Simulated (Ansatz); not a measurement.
## HfN: 5 runs along one coordinate

System: HfN (I-4m2, 2 atoms in the cell).
Method: DFT LDA, scalar-relativistic, plane waves, PAW, no spin polarisation (Ansatz 0.2.0).

The 5 runs differ only in the geometry, by a strain of the cell at fixed fractional positions. Against run 3, the strain is εxx = η and εyy = η. The structure derives from a Materials Project entry.

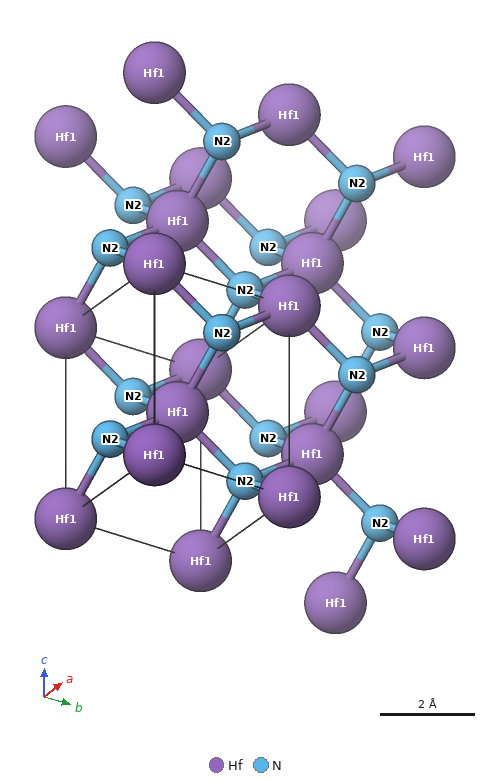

Figure 1. The structure of run 3 (ball-and-stick view of the cell 2 times as large as that of the calculation, set on its symmetry axes, repeated 1 × 2 × 2, seen at an oblique angle; atoms are numbered from 1 in the order of the input).

### Input of run 3
```yaml
crystal:
  lattice:
    - [0.0, 2.454822, 2.3320809]
    - [2.454822, 0.0, 2.3320809]
    - [2.454822, 2.454822, 0.0]
  atoms:
    - { symbol: Hf, position: [0.0, 0.0, 0.0] }
    - { symbol: "N", position: [0.75, 0.75, 0.75] }
basis:
  ecutwfc: 420
kpoints:
  mp_grid: { grid: [16, 16, 16] }
hamiltonian:
  xc: lda
scf:
  occupations: { method: gaussian, width: 0.15 }
output:
  forces: true
  stress: true
  eigenvalues: true
```

Command:
```bash
ansatz run input.yaml --threads 1 --pin off --max-ram 2560MiB --backend cpu --events-out ev --progress --plain --runs-dir out
```

Lattice vectors (Å) and fractional positions of run 3:
```
   0.000000    2.454822    2.332081
   2.454822    0.000000    2.332081
   2.454822    2.454822    0.000000
Hf  0.000000  0.000000  0.000000
N   0.750000  0.750000  0.750000
```

Run 2 differs from it as follows:
```diff
-    - [0.0, 2.454822, 2.3320809]
-    - [2.454822, 0.0, 2.3320809]
-    - [2.454822, 2.454822, 0.0]
+    - [0.0, 2.39345145, 2.3320809]
+    - [2.39345145, 0.0, 2.3320809]
+    - [2.39345145, 2.39345145, 0.0]
```

### Results, with one run withheld

| run | strain parameter η (%) | free energy per atom, from the lowest run given (meV) | pressure (GPa) |
| --- | --- | --- | --- |
| 1 | −5.0000 | 99.09 | 27.62 |
| 2 | −2.5000 | ? | ? |
| 3 | 0.0000 | 0.00 | 0.21 |
| 4 | 2.5000 | 34.82 | −9.60 |
| 5 | 5.0000 | 114.82 | −17.36 |

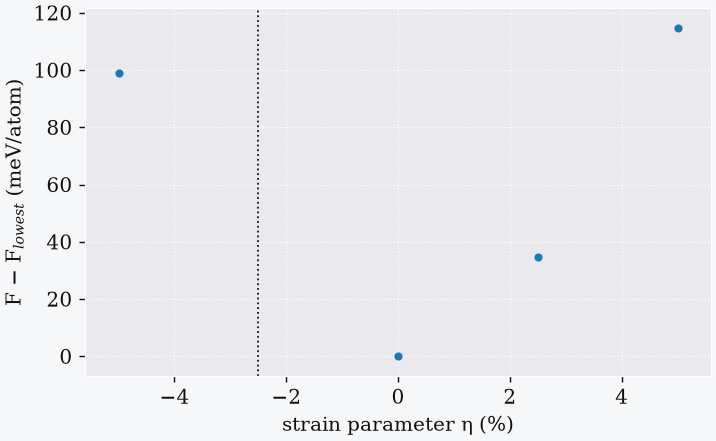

Figure 2. Free energy per atom of the runs given; the dotted line marks run 2.

Fit the runs given and predict run 2.

A quadratic polynomial in the coordinate, fitted to the 4 runs given, misses them by at most 2.41 meV per atom. With x = η − 0.6250, it reads F = 4.5165 + 6.966 x + 4.2179 x² (meV per atom). At run 2 it gives 23.94 meV per atom, and the run itself gives 18.43. The fit has its minimum at η = −0.2008 %. So low a polynomial doesn't follow these energies more closely.

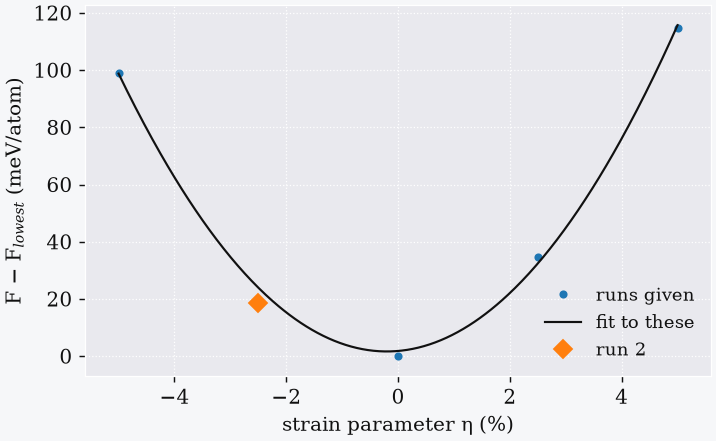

Figure 3. The fit and the withheld run.

### Output, shortened to warnings, some set-up lines, iterations and results (run 2)
```
Basis set: ecut = 420 eV, 531 PW (Γ)
Symmetry: 8 space group operations
k-points: 349 of 4096 (time reversal used)
Initial density: superposition of atomic densities (neutral atoms: chi_scale 0, normalization atom), corrected by the library's trained network
[...]
SCF iter   1: F=—  HF=-15853.845295 eV  |F-HF|=—  |Δ(HF+E_count)|=         —  Δρ=1.37e-2  dr2=5.21e-2  ethr=1.77e-3  ⟨swp⟩=4.8  Hψ=28189  notcnv=0
SCF iter   2: F=—  HF=-15853.833149 eV  |F-HF|=—  |Δ(HF+E_count)|=   1.21e-2  Δρ=4.19e-3  dr2=3.76e-3  ethr=1.68e-4  ⟨swp⟩=1.0  Hψ=9784  notcnv=0
SCF iter   3: F=—  HF=-15853.832597 eV  |F-HF|=—  |Δ(HF+E_count)|=   5.52e-4  Δρ=2.07e-3  dr2=1.02e-3  ethr=1.21e-5  ⟨swp⟩=2.0  Hψ=10227  notcnv=0
SCF iter   4: F=—  HF=-15853.832486 eV  |F-HF|=—  |Δ(HF+E_count)|=   1.10e-4  Δρ=9.73e-4  dr2=2.69e-4  ethr=3.30e-6  ⟨swp⟩=2.2  Hψ=11491  notcnv=0
SCF iter   5: F=—  HF=-15853.832417 eV  |F-HF|=—  |Δ(HF+E_count)|=   6.98e-5  Δρ=3.90e-4  dr2=3.91e-5  ethr=8.69e-7  ⟨swp⟩=2.0  Hψ=9634  notcnv=0
SCF iter   6: F=—  HF=-15853.832408 eV  |F-HF|=—  |Δ(HF+E_count)|=   8.46e-6  Δρ=6.01e-5  dr2=8.34e-7  ethr=1.26e-7  ⟨swp⟩=1.9  Hψ=8578  notcnv=0
SCF iter   7: F=—  HF=-15853.832408 eV  |F-HF|=—  |Δ(HF+E_count)|=   2.78e-7  Δρ=2.00e-5  dr2=8.11e-8  ethr=3.23e-10  ⟨swp⟩=6.7  Hψ=34193  notcnv=0
SCF iter   8: F=-15853.832408 eV  HF=-15853.832408 eV  |F-HF|=7.10e-9  |Δ(HF+E_count)|=   9.28e-8  Δρ=4.69e-6  dr2=3.37e-9  ethr=2.62e-10  ⟨swp⟩=5.2  Hψ=28035  notcnv=0
SCF 1 converged in 8 iterations: F = -15853.832408 eV  dr2 = 3.37e-9
SCF converged after 8 iterations
Free energy (F): -15853.832408 eV
Harris-Foulkes:  -15853.832408 eV  (|F-HF|=7.10e-9)
Internal energy: -15853.826154 eV  (E = F + TS)
E sigma→0 (E₀):  -15853.829281 eV
Entropy (-TS):   -0.006254 eV (-3.127 meV/atom)
Fermi energy:    19.571721 eV
--- Per-component energies (eV) ---
  E_band       = 63.026286
  E_kinetic    = 560.766164
  E_local      = -5392.372611  (includes V_loc(G=0)·N_el)
  E_nonlocal   = -1183.762770
  E_hartree    = 2516.565235
  E_xc         = -359.003021
  E_vxc        = -345.162743  (∫ρ·V_xc dr)
  E_paw        = -6805.943126  (= ΣΔE_a)
  E_vpaw       = 1390.430998  (= ΣTr[D̂ρ^β])
  E_aug_tail   = 0.000090  (compensation charges beyond the density's cutoff)
  E_ewald      = -5192.613402
  E_core_change = 2.537287  (= ΣΔE_core)
  E_smearing   = -0.006254  (= −TS)
  E_closure    = -0.000000  (closes the sum)
  Σ components = -15853.832408   (vs F -15853.832408, Δ=0.00e0)
--- Forces (eV/Å), atoms counted from 1 ---
  atom   1  Hf    -0.00000000     0.00000000     0.00000000
  atom   2  N      0.00000000     0.00000000     0.00000000
  max |Σ_I F_I| component: 5.55e-17 eV/Å
--- Stress (GPa, compression-positive) ---
       11.213782       0.000000      -0.000000
        0.000000      11.213782       0.000000
        0.000000       0.000000      14.981560
  P = ⅓ Tr σ = 12.4697 GPa (124.697 kbar)
```

Notes: Spin–orbit coupling is left out, which matters for Hf. The cell holds an odd number of electrons but the run has no spin polarisation, so it comes out as a metal.
